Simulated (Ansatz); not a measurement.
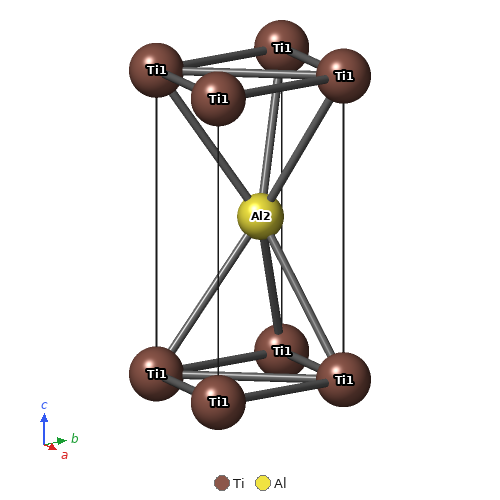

The system is TiAl (P-6m2, No. 187; 2 atoms in the cell); the picture shows the reference structure. 
- The energy is mapped over the lattice constants a and c of the conventional cell.
- Coordinates scanned: (1) lattice constant a (and b); (2) lattice constant c.
- Nothing is relaxed (symmetry fixes all fractional coordinates).
- The grid has 9 × 9 points.
- Energies: meV/atom, counted from the lowest grid point.
- Theory: DFT PBE, scalar-relativistic, plane waves, PAW in Ansatz. Settings: cutoff 520 eV, k-mesh 18×18×10 in the order of the run's cell vectors, gaussian smearing 0.15 eV, no spin polarisation.

Its coordinates:

```yaml
crystal:
  lattice:
    - [2.88097, 0.00000, 0.00000]
    - [-1.44048, 2.49499, 0.00000]
    - [0.00000, 0.00000, 4.64841]
  atoms:
    - { symbol: Ti, position: [0.00000, 0.00000, 0.00000] }
    - { symbol: Al, position: [0.33333, 0.66667, 0.50000] }
```

The input of one point:

```yaml
crystal:
  lattice:
    - [2.8809683428, 0.0, 0.0]
    - [-1.4404841714, 2.4949917724, 0.0]
    - [0.0, 0.0, 4.6484095146]
  atoms:
    - { symbol: Ti, position: [0.0, 0.0, 0.0] }
    - { symbol: Al, position: [0.3333333333, 0.6666666667, 0.5] }
basis:
  ecutwfc: 520.0
kpoints:
  mp_grid: { grid: [18, 18, 10] }
hamiltonian:
  xc: pbe
  pseudopotentials: { kind: paw, azcp: { folder: soft_1 } }
scf:
  occupations: { method: gaussian, width: 0.15 }
output:
  forces: true
  stress: true
  eigenvalues: true
  write_density: true
  write_potential: true
  elf: true
  volumetric_format: npy
```

Range: lattice constant a (and b) from 2.737 to 3.025 Å; lattice constant c from 4.091 to 5.206 Å.

Predict the map.

Answer. The lowest grid point is at lattice constant a (and b) = 2.881 Å, lattice constant c = 4.648 Å. It is the only kind of minimum in the scanned range. The highest grid point, lattice constant a (and b) = 2.737 Å, lattice constant c = 4.091 Å, lies 406 meV/atom above the lowest. Round the minimum the valley is somewhat tilted: raising lattice constant a (and b) shifts the best value of lattice constant c downwards (coupling k₁₂/√(k₁₁k₂₂) about 0.4).

```csv
"lattice constant c ↓, lattice constant a (and b) →",2.737,2.773,2.809,2.845,2.881,2.917,2.953,2.989,3.025
5.206,152,133,124,125,134,151,175,205,240
5.067,107,86,75,73,80,95,116,144,177
4.927,76,51,38,33,38,50,68,93,123
4.788,62,35,17,9,10,18,33,54,81
4.648,71,38,17,4,0,4,14,31,53
4.509,105,67,39,21,11,9,13,25,42
4.370,170,124,89,63,46,37,35,40,51
4.230,268,214,169,134,109,91,82,80,84
4.091,406,340,285,239,204,178,159,149,145
```

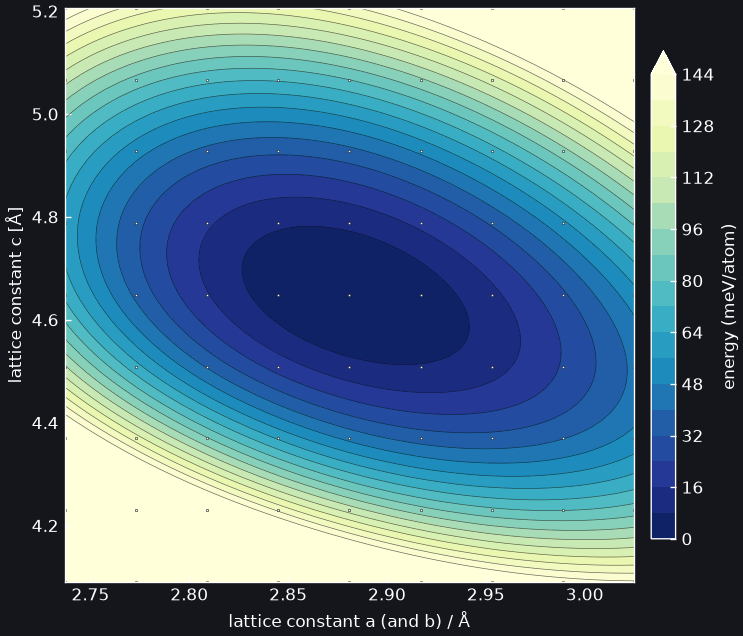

In the figure: filled contours, dots at the grid points, one colour for all values above the top of the scale. Between grid points the surface is interpolated.

Each point was launched as `ansatz run input.yaml --threads 1 --pin off --max-ram 2048MiB --backend cpu --events-out ev --progress --plain --runs-dir out`. Time for the 81 points that were run: 4.5 min on 1 thread of AMD EPYC 9R45 96-Core Processor (Zen 5) (shared host).
